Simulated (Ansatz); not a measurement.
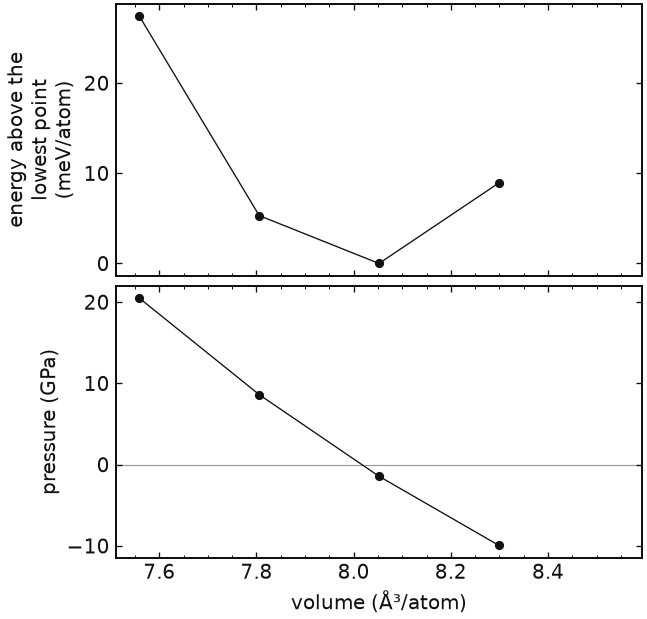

The picture above shows the energy above the lowest point and pressure against volume for MnO₂, space group Fm-3m (No. 225) (one of a set of cubic test structures, which need not be the stable phase).

Calculation (Ansatz 0.2.0 development build): equation of state of a cubic crystal from periodic Kohn-Sham density functional theory without spin, third-order Birch-Murnaghan fit to the free energies; pressure corrected for the finite basis. Level: r2SCAN.

structure type fluorite; atoms in cell 3; space group number 225; lattice centring face-centred primitive; k mesh 13×13×13; occupation method Fermi–Dirac; occupation width 0.1 eV; wave cutoff 500 eV; datasets soft-1 PAW; density tolerance 1e−07 eV; bands 18; density cutoff ratio 4; search for lower states default.

The point at volume 8.5451 Å³/atom is left out of the plot. What does the calculation give there?

| volume (Å³/atom) | energy above the lowest point (meV/atom) | pressure (GPa) |
| --- | --- | --- |
| 8.5451 | 29.9 | −17.1 |

Limits of the calculation: cubic model structure, not the ambient form; no spin polarisation, a magnetic state may lie lower.
